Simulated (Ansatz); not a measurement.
# Geometry relaxation of CdTe

CdTe (F-43m, 2 atoms in the cell), computed with DFT, PBE, PAW with Ansatz's default frozen-core files, scalar-relativistic, no spin polarisation (Ansatz 0.2.0).

The structure derives from a Materials Project entry. Its volume is 0.70 times that of the source entry. It belongs to a series of runs on one base structure; here: atoms relaxed at 0.7 of the volume. Figures and captions count atoms from 1; the log counts them from 0 in places.

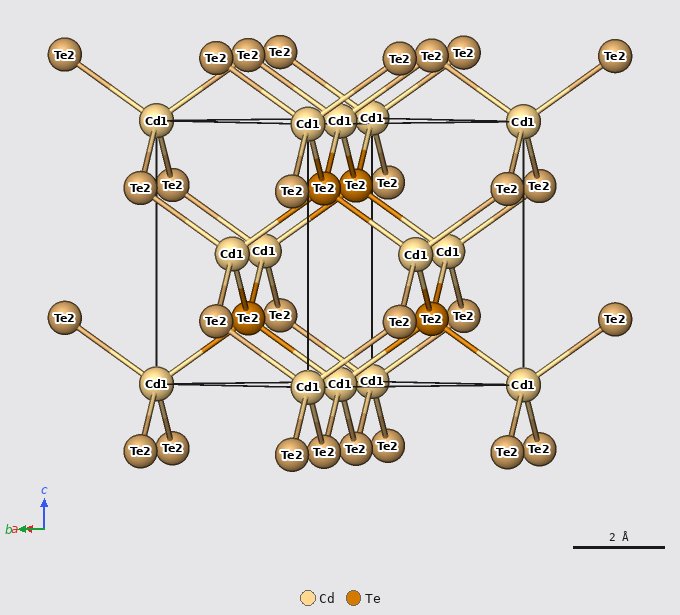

*The structure as given in the input (ball-and-stick view of the cell 4 times as large as that of the calculation, set on its symmetry axes, seen at an oblique angle; neighbours outside the cell are drawn fainter; atoms are numbered from 1 in the order of the input).*

Near neighbours in the crystal (not all of them lie inside the picture): Cd has 4 Te at 2.52 Å; Te has 4 Cd at 2.52 Å.

## Results in brief

| quantity | value |
| --- | --- |
| outcome | converged |
| space group (tolerance 0.01 Å) | F-43m (216) |
| electrons treated | 36 |
| free energy | −15233.6837 eV |
| Fermi energy | 13.797 eV |
| gap on the k-point mesh | 1.72 eV |
| pressure | 33.25 GPa |
| final volume | 49.50 Å³ |
| largest force (length of the vector) | under 0.001 eV/Å |
| hardware | 1 thread of Intel Xeon (Granite Rapids), 32 GiB of memory available, shared host |
| wall time | 1.8 s |
| peak memory | 0.42 GiB |

## Notes

The input already met the tolerances, so nothing moved. Warnings of the run: the SCF threshold is looser than advised for the printed stress. The cell is under a pressure of 33 GPa at this level, so it is not at its equilibrium volume.

Warnings of the run: the SCF threshold is looser than advised for the printed stress. The cell is under a pressure of 33 GPa at this level, so it is not at its equilibrium volume.

## Input file
```yaml
crystal:
  lattice:
    - [0.0, 2.9142017607, 2.9142017607]
    - [2.9142017607, 0.0, 2.9142017607]
    - [2.9142017607, 2.9142017607, 0.0]
  atoms:
    - { symbol: Cd, position: [0.0, 0.0, 0.0] }
    - { symbol: Te, position: [0.75, 0.75, 0.75] }
kpoints:
  mp_grid: { grid: [8, 8, 8] }
scf:
  occupations: { method: fermi_dirac, width: 0.03 }
hamiltonian:
  xc: pbe
  pseudopotentials: { kind: paw }
output:
  forces: true
  stress: true
  write_density: true
  write_potential: true
  elf: true
  volumetric_format: npy
relax:
  f_tol: 0.01
  max_steps: 30
```

Launched with:
```bash
ansatz run input.yaml --threads 1 --pin off --max-ram 2048MiB --backend cpu --events-out ev --progress --plain --runs-dir out
```

## The program's output
```
Warning: output.stress: scf.convergence.dr2_threshold = 1e-7 eV (the SCF's general default) is looser than the 2e-10 eV advised for a printed stress (1e-10 eV for each atom of the cell: 2). What an SCF threshold leaves in a stress goes as its square root, and in the free energy as the threshold itself, and one threshold admits the most on a small cell: of the crystals measured, under no hybrid functional and no lock of the moments, on runs that ended without the residual-converged pass, on stresses that held no estimate of that error, the worst erred by over 100 MPa in a component at 1e-7 eV an atom and by under 5 at 1e-10. Every solve of this run answers to scf.convergence.dr2_threshold, and the tensor of one is reported: a single SCF on the reported geometry and on this run's grids (its basis.xc_grid and basis.ecutrho_ratio typed), with scf.convergence.dr2_threshold at 2e-10 eV or tighter, prints it and tightens no other solve. Else set scf.convergence.dr2_threshold to 2e-10 eV or tighter. The threshold is an SCF's pass mark: one that does not reach it within its budget of iterations ends unconverged, or closes short of it on a stop that the run arms, and scf.convergence.dr2_threshold's page says what that costs each kind of run
Engine: ansatz 0.2.0, x86_64-unknown-linux-gnu
Pseudopotentials: kind: paw
Pseudopotential: Cd, paw, valence charge 20, recommended cutoff 420 eV (normal), Cd.paw.azcp
Pseudopotential: Te, paw, valence charge 16, recommended cutoff 420 eV (normal), Te.paw.azcp
Functional definition: PBE
  parameter kappa = 0.804
  parameter beta = 0.06672455060314922
  exchange = pbe_x(kappa = kappa, mu = beta*pi^2/3)
  correlation = pbe_c(beta = beta)
Crystal: 2 atoms, lattice volume = 49.498 Å³
Basis set: ecut = 420 eV, 941 PW (Γ), exchange–correlation on 60×60×60 points (8 copies of the dense FFT grid, shifted against one another)
Bands: 22, of which v1, the nominal top of the filled ones, is band 18 counted from 1 (17 counted from 0)
Symmetry: 24 space group operations
Space group: F-43m (ITA 216), of the structure as read, at distance tolerance 3.7e-5 Å
k-points: 29 of 512 (time reversal used)
Non-local potential: Cd, projectors of the file, l = 0: 3, l = 1: 2, l = 2: 2, l = 3: 1
Non-local potential: Te, projectors of the file, l = 0: 2, l = 1: 2, l = 2: 2, l = 3: 2
PAW form: soft (Blöchl's): semilocal exchange-correlation on the pseudo side does not see the compensation charge
PAW one-centre angular grid: Cd, 590 points (default); XC on 64 Gauss nodes
PAW one-centre angular grid: Te, 590 points (default); XC on 64 Gauss nodes
Initial density: superposition of atomic densities (neutral atoms: chi_scale 0, normalization atom), corrected by the library's trained network
Initial wavefunctions: pseudopotential atomic-orbital guess
Functional: x = pbe(κ = 0.804, μ = 0.2195149727645171), c = pbe(β = 0.06672455060314922)
SCF iter   1: F=—  HF=-15233.684422 eV  |F-HF|=—  |Δ(HF+E_count)|=         —  Δρ=8.89e-4  dr2=5.21e-4  ethr=1.77e-3  ⟨swp⟩=6.2  Hψ=3066  notcnv=0
preconditioner: auto → none  [insulator: Δε(μ)=1.706 eV  Ē_g=13.023 eV  σ=0.030 eV  W_gap=1.00  n_scr=14 (ndim 8)  ℏωp=22.4 eV  f_vac=0.092  D(μ)=0.00/eV (n_scr^D=0)  ε∞_Penn≈4.0]
SCF iter   2: F=—  HF=-15233.683715 eV  |F-HF|=—  |Δ(HF+E_count)|=   7.07e-4  Δρ=4.17e-4  dr2=6.81e-5  ethr=1.45e-6  ⟨swp⟩=4.0  Hψ=1687  notcnv=0
SCF iter   3: F=—  HF=-15233.683715 eV  |F-HF|=—  |Δ(HF+E_count)|=   2.60e-7  Δρ=1.67e-4  dr2=1.02e-5  ethr=1.89e-7  ⟨swp⟩=2.0  Hψ=1131  notcnv=0
SCF iter   4: F=—  HF=-15233.683716 eV  |F-HF|=—  |Δ(HF+E_count)|=   8.11e-7  Δρ=4.97e-5  dr2=7.20e-7  ethr=2.83e-8  ⟨swp⟩=2.0  Hψ=876  notcnv=0
iter 5 did not close the SCF: its close was put off for the readings that it lacked (scf_convergence_deferred on its scf_iter line)
SCF iter   5: F=-15233.683717 eV  HF=-15233.683717 eV  |F-HF|=6.87e-8  |Δ(HF+E_count)|=   1.18e-6  Δρ=8.41e-6  dr2=1.78e-8  ethr=2.00e-9  ⟨swp⟩=2.0  Hψ=899  notcnv=0
SCF iter   6: F=-15233.683717 eV  HF=-15233.683717 eV  |F-HF|=1.92e-9  |Δ(HF+E_count)|=   7.70e-8  Δρ=1.30e-6  dr2=4.26e-10  ethr=4.94e-11  ⟨swp⟩=6.0  Hψ=3648  notcnv=0
SCF 1 converged in 6 iterations: F = -15233.683717 eV  dr2 = 4.26e-10
  greatest PAW one-centre occupation: 1.000 electrons in one spin orbital (limit 2), on the Cd atom at site 0 (counted from 0), in its partial waves of l = 0
relax step   1: F+E_penalty+E_count = -15233.68371689 eV  Δ(F+E_penalty+E_count) = +0.000e0 eV  max|allowed force component| = 8.558e-17 eV/Å  Δτ_max = 0.0000 Å  (6 SCF iters, accepted)
NSCF: frozen V_eff on 29 k-points
the band table was solved once a step of the walk had ended and its energy, with any forces and stress, was formed, with the checks that follow a solve (2930 applications of the Hamiltonian). They found nothing against the state; the energy, forces and stress were not computed again (output.eigenvalues in the input reference)
SCF converged after 6 iterations
Free energy (F): -15233.683717 eV
Harris-Foulkes:  -15233.683717 eV  (|F-HF|=1.92e-9)
Internal energy: -15233.683717 eV  (E = F + TS)
E sigma→0 (E₀):  -15233.683717 eV
Fermi energy:    13.797339 eV
--- Per-component energies (eV) ---
  E_band       = -639.660797
  E_kinetic    = 694.991573
  E_local      = -4696.277814  (includes V_loc(G=0)·N_el)
  E_nonlocal   = -276.906457
  E_hartree    = 2444.480652
  E_xc         = -305.902778
  E_vxc        = -332.470584  (∫ρ·V_xc dr)
  E_paw        = -8744.692929  (= ΣΔE_a)
  E_vpaw       = -917.957879  (= ΣTr[D̂ρ^β])
  E_aug_tail   = -0.000139  (compensation charges beyond the density's cutoff)
  E_ewald      = -4349.375826
  E_smearing   = -0.000000  (= −TS)
  E_closure    = 0.000000  (closes the sum)
  Σ components = -15233.683717   (vs F -15233.683717, Δ=0.00e0)
--- Forces (eV/Å), atoms counted from 1 ---
  atom   1  Cd    -0.00000000     0.00000000     0.00000000
  atom   2  Te     0.00000000    -0.00000000     0.00000000
  max |Σ_I F_I| component: 8.79e-17 eV/Å
--- Stress (GPa, compression-positive) ---
       33.253156       0.000000       0.000000
        0.000000      33.253156       0.000000
        0.000000       0.000000      33.253156
  P = ⅓ Tr σ = 33.2532 GPa (332.532 kbar)
--- Band table (eV; the first three rows and the last of 29) ---
  k-point 0: bands = ["-90.4724", "-51.5459", "-51.5459", "-51.5459", "-24.1330", "-24.1330", "-24.1330", "-24.1056", "-24.1056", "-0.6582", "2.9383", "2.9383", "2.9383", "3.5131", "3.5131", "12.9418", "12.9418", "12.9418", "14.6768", "17.1447", "17.1447", "17.1447"]
  k-point 1: bands = ["-90.4724", "-51.5460", "-51.5459", "-51.5459", "-24.1332", "-24.1329", "-24.1329", "-24.1055", "-24.1055", "-0.5480", "2.9633", "2.9633", "2.9900", "3.5094", "3.5094", "11.4009", "12.6724", "12.6724", "15.3692", "17.4468", "17.4810", "17.4810"]
  k-point 2: bands = ["-90.4724", "-51.5462", "-51.5460", "-51.5460", "-24.1337", "-24.1326", "-24.1326", "-24.1052", "-24.1052", "-0.2769", "3.0182", "3.0182", "3.2082", "3.5081", "3.5081", "9.1886", "12.1433", "12.1433", "15.3096", "17.9294", "17.9294", "18.8678"]
  k-point 28: bands = ["-90.4723", "-51.5463", "-51.5463", "-51.5461", "-24.1338", "-24.1337", "-24.1310", "-24.1054", "-24.1039", "0.3239", "3.1724", "3.2334", "3.4501", "3.4822", "4.7285", "6.8946", "9.0025", "9.0542", "17.3974", "18.1786", "18.7254", "18.9312"]
--- Relaxed structure (1 steps of the walk, 1 accepted, 0 SCFs on fresh bases) ---
  F+E_penalty+E_count = -15233.68371689 eV   max|allowed force component| = 8.558e-17 eV/Å
  atoms:
    - { symbol: Cd, position: [0.0, 0.0, 0.0] }
    - { symbol: Te, position: [0.7500000000000001, 0.7500000000000001, 0.7500000000000001] }
```

## File rho_z.tsv
```
# z_ang	rho[e/angstrom^3]
# format = ansatz-planar-average/11
# lattice	0.000000000	2.914201761	2.914201761
# lattice	2.914201761	0.000000000	2.914201761
# lattice	2.914201761	2.914201761	0.000000000
# sites	2
# site	48	0.000000000	0.000000000	0.000000000
# site	52	4.371302641	4.371302641	4.371302641
0.000000	1.577495e0
0.137377	1.471775e0
0.274754	1.255019e0
0.412130	9.784022e-1
0.549507	7.016359e-1
0.686884	4.701854e-1
0.824261	3.049663e-1
0.961638	2.029457e-1
1.099014	1.476004e-1
1.236391	1.209070e-1
1.373768	1.106569e-1
1.511145	1.110095e-1
1.648521	1.192407e-1
1.785898	1.343891e-1
1.923275	1.560541e-1
2.060652	1.855472e-1
2.198029	2.329542e-1
2.335405	3.170097e-1
2.472782	4.509986e-1
2.610159	6.293723e-1
2.747536	8.261306e-1
2.884913	1.003810e0
3.022289	1.128971e0
3.159666	1.188780e0
3.297043	1.200238e0
3.434420	1.203610e0
3.571796	1.241113e0
3.709173	1.331920e0
3.846550	1.456429e0
3.983927	1.559838e0
```

## File v_z.tsv
```
# z_ang	v_es[eV]	v_tot[eV]
# format = ansatz-planar-average/11
# xc	pbe
# density_cutoff_ev	1680
# datasets	Cd=:simpson_from_first_knot:soft	Te=:simpson_from_first_knot:soft
# lattice	0.000000000	2.914201761	2.914201761
# lattice	2.914201761	0.000000000	2.914201761
# lattice	2.914201761	2.914201761	0.000000000
# sites	2
# site	48	0.000000000	0.000000000	0.000000000
# site	52	4.371302641	4.371302641	4.371302641
0.000000	4.642166e0	-7.773356e0
0.137377	5.744873e0	-6.244484e0
0.274754	6.968615e0	-4.462346e0
0.412130	8.086496e0	-2.684620e0
0.549507	9.116830e0	-9.321462e-1
0.686884	1.013806e1	8.474475e-1
0.824261	1.116639e1	2.624875e0
0.961638	1.218425e1	4.325755e0
1.099014	1.311610e1	5.793409e0
1.236391	1.384066e1	6.806233e0
1.373768	1.425765e1	7.297019e0
1.511145	1.437094e1	7.387032e0
1.648521	1.421941e1	7.110731e0
1.785898	1.373216e1	6.363982e0
1.923275	1.287416e1	5.152697e0
2.060652	1.185236e1	3.705638e0
2.198029	1.098395e1	2.341384e0
2.335405	1.049557e1	1.299271e0
2.472782	1.045152e1	6.716628e-1
2.610159	1.076552e1	4.257329e-1
2.747536	1.121847e1	3.677113e-1
2.884913	1.146463e1	1.448407e-1
3.022289	1.119816e1	-5.533790e-1
3.159666	1.032520e1	-1.827216e0
3.297043	8.957084e0	-3.543930e0
3.434420	7.345734e0	-5.414359e0
3.571796	5.797986e0	-7.117321e0
3.709173	4.597292e0	-8.358847e0
3.846550	3.953970e0	-8.929971e0
3.983927	3.977989e0	-8.730089e0
```

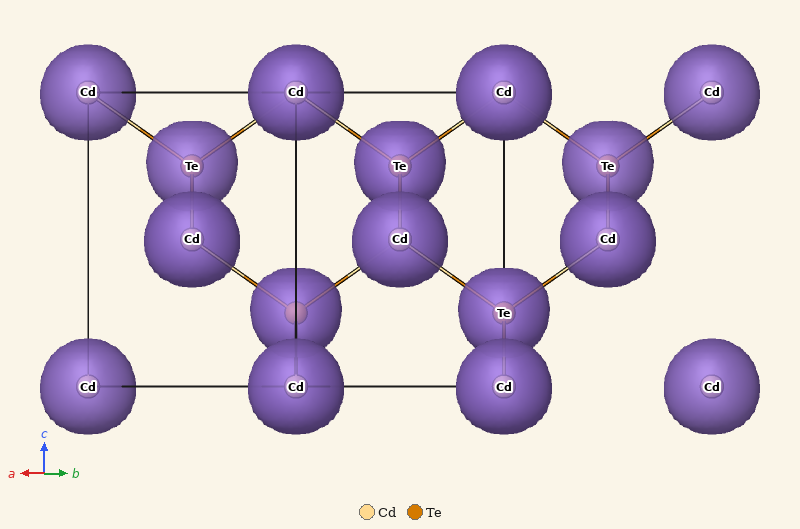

*Isosurface of the valence charge density (pseudo) at 0.8 e/Å³ (purple), seen along [110]. Sticks mark near contacts. The outline is the cell set on symmetry axes.*

At this value the density breaks into separate islands; it holds about 75 % of the electrons treated as valence (semicore included). It is pinched off along the Cd–Te (2.52 Å) contacts. On the grid the lowest density along these lines, outside the cores, is 0.54 e/Å³ (Cd–Te, 2.52 Å). The fields are those of the smooth PAW valence density.

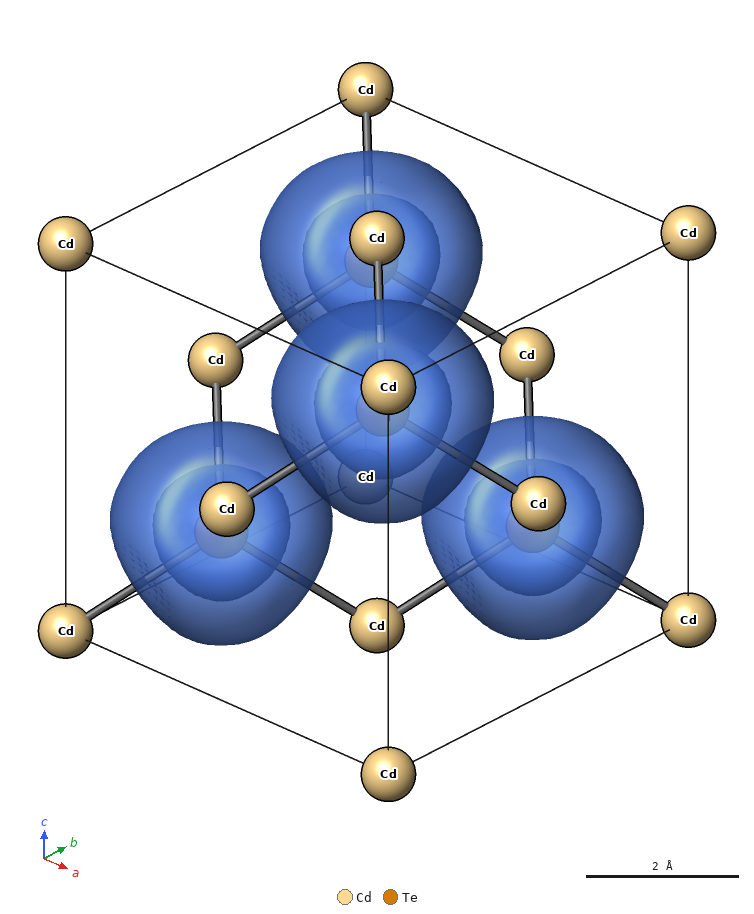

*Isosurface of the electron localisation function at 0.5 (blue), seen at an oblique angle. Core shells and regions of very low density are left out. Sticks mark near contacts. The outline is the cell set on symmetry axes.*

Along the contacts the grid gives the following. Cd–Te (2.52 Å): the ELF is about 0.45 at the midpoint.

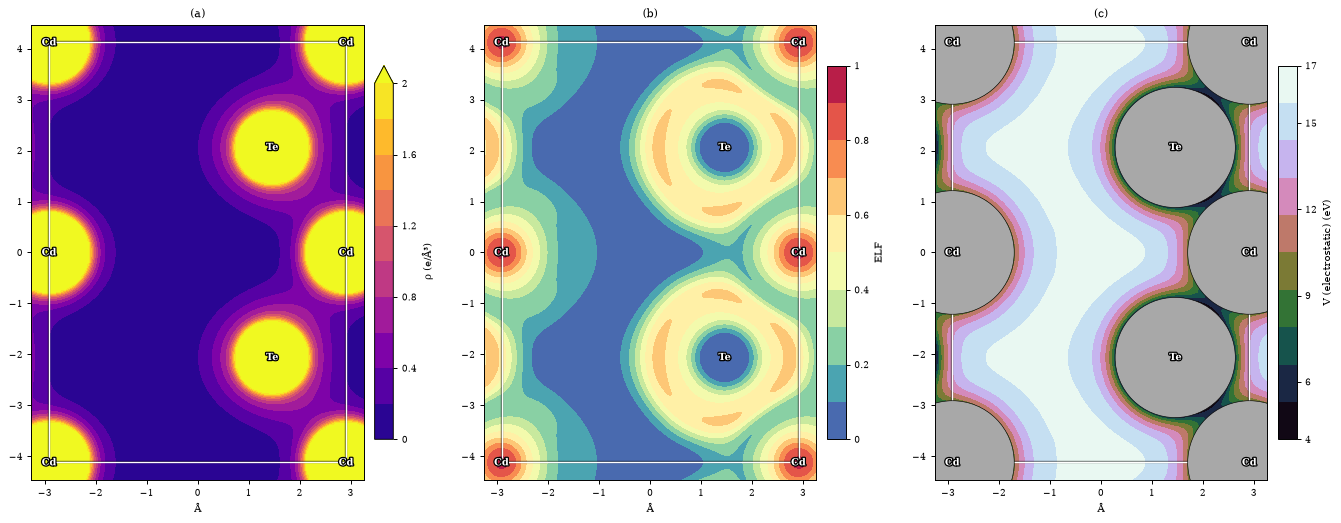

*(a) valence pseudo-density; (b) electron localisation function; (c) electrostatic potential (local pseudopotential plus Hartree) felt by an electron on the (101) plane of the conventional cell. Grey discs, where drawn, cover atomic cores.*

Cd–Te (2.52 Å): the density is about 0.54 e/Å³ at the midpoint; the ELF is about 0.45 at the midpoint. Away from the nuclei the density in this plane falls to 0.02 e/Å³ at its lowest. The strong features right at Cd lie inside the PAW spheres (semicore, d or f shells) and say nothing about bonding. Outside the cores the potential energy rises away from the atoms and is highest about 2.5 Å from the nearest atoms; outside the discs it spans about 12 eV, and its zero is arbitrary.
